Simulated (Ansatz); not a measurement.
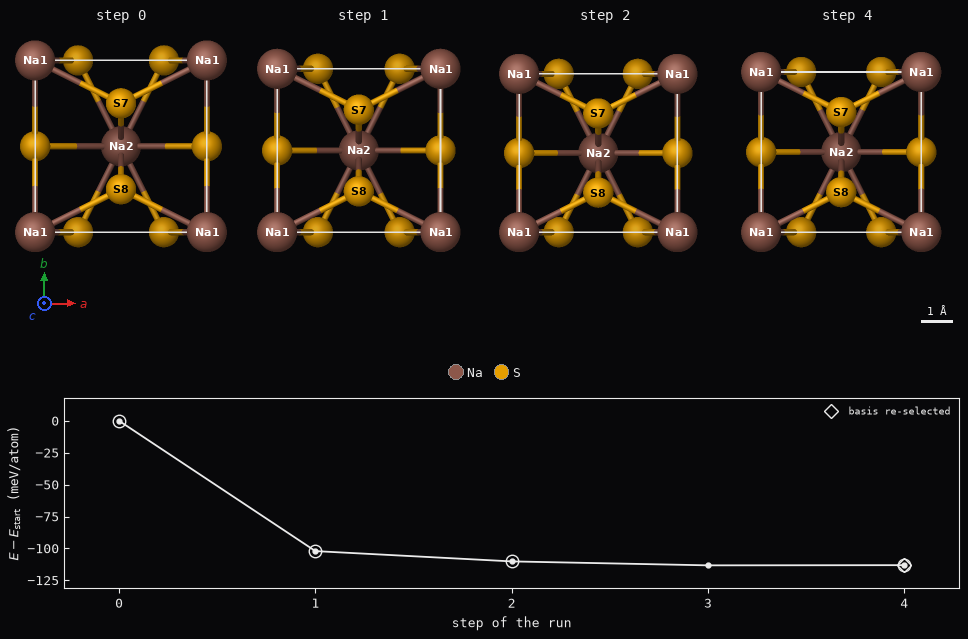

Frames of a relaxation of solid NaS₃ (built on the A15_223 type) (coarse preliminary run), marked on the history of the run. Style: ball-and-stick. Shown: the cell of the calculation, along the c axis.

Case: A15 type (Pm-3n, No. 223).

All numbers below come from DFT PBE, scalar-relativistic, plane waves, PAW in Ansatz.

Input file:
```yaml
crystal:
  lattice:
    - [5.5805667687, 0.0, 0.0]
    - [0.0, 5.5805667687, 0.0]
    - [0.0, 0.0, 5.5805667687]
  atoms:
    - { symbol: Na, position: [0.0, 0.0, 0.0] }
    - { symbol: Na, position: [0.5, 0.5, 0.5] }
    - { symbol: S, position: [0.0, 0.5, 0.25] }
    - { symbol: S, position: [0.0, 0.5, 0.75] }
    - { symbol: S, position: [0.25, 0.0, 0.5] }
    - { symbol: S, position: [0.75, 0.0, 0.5] }
    - { symbol: S, position: [0.5, 0.75, 0.0] }
    - { symbol: S, position: [0.5, 0.25, 0.0] }
basis:
  ecutwfc: 420
kpoints:
  mp_grid: { grid: [4, 4, 4] }
hamiltonian:
  xc: pbe
scf:
  occupations: { method: gaussian, width: 0.1 }
  lower_state_search: "off"
output:
  forces: true
  stress: true
  eigenvalues: true
relax:
  adjacent_minimum: "off"
  f_tol: 0.04
  max_steps: 70
  cell: { stress_tol: 0.4 }
```

Command:
```bash
ansatz run input.yaml --threads 1 --pin off --max-ram 2560MiB --backend cpu --events-out ev --progress --plain --runs-dir out
```

> Describe the path.

The atoms keep their places relative to the cell (all moves are under 0.005 Å). The volume changes by −18.9 %, with a = b = c 5.581 → 5.205 Å (−6.7 %). Near-neighbour distances that change, for instance: Na1–S3 3.120 → 2.910 Å. The space group stays Pm-3n (No. 223). After 3 accepted moves (4 points after the start) the energy has fallen by 113 meV per atom. All forces vanish by symmetry, so only the cell relaxes. The pressure goes from −7.14 to −0.19 GPa. The SCF was repeated once at an unchanged geometry on a basis and grid sized afresh for the cell, which shifted the energy by 0.2 meV per atom at most. Cost: 17 s on 1 thread of Arm Neoverse V2, on a shared host, peak memory 0.39 GiB. From step 0 to 1: volume −13.9 %, energy −102 meV per atom. From step 1 to 2: volume −9.0 %, energy −8.1 meV per atom. From step 2 to 4: volume +3.6 %, energy −2.9 meV per atom.
